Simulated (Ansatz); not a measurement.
System: ZrO₂ (space group Fm-3m).

How it was computed, with Ansatz 0.2.0 development build: equation of state of a cubic crystal from periodic Kohn-Sham density functional theory without spin, third-order Birch-Murnaghan fit to the free energies; pressure corrected for the finite basis.

structure type fluorite; atoms in cell 3; space group number 225; lattice centring face-centred primitive; occupation method Fermi–Dirac; datasets soft-1 PAW; density tolerance 1e−07 eV; bands 16; density cutoff ratio 4; search for lower states default.

Settings that differ: r2SCAN: wave cutoff 500 eV, k mesh 12×12×12, occupation width 0.1 eV; PBE: wave cutoff 420 eV, k mesh 19×19×19, occupation width 0.0612 eV.

Describe the result: the energy above the lowest point against volume, with one curve for each functional. The cases: r2SCAN; PBE.

The fitted equilibrium volumes, smallest first, are r2SCAN 10.98, PBE 11.16 Å³/atom. The fitted bulk moduli, smallest first, are PBE 236, r2SCAN 257 GPa.

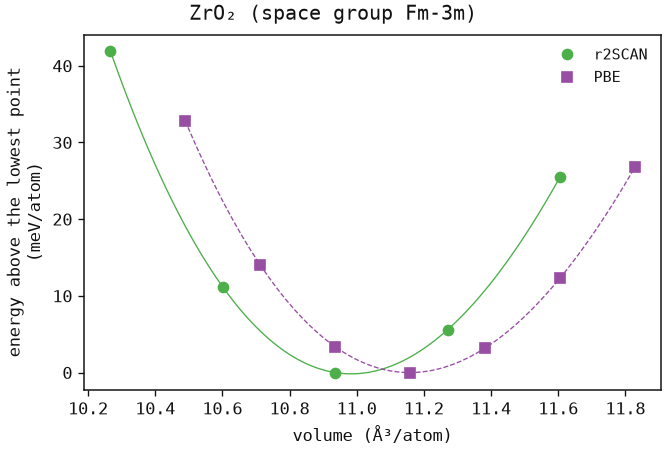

Note: cubic model structure, not the ambient form.
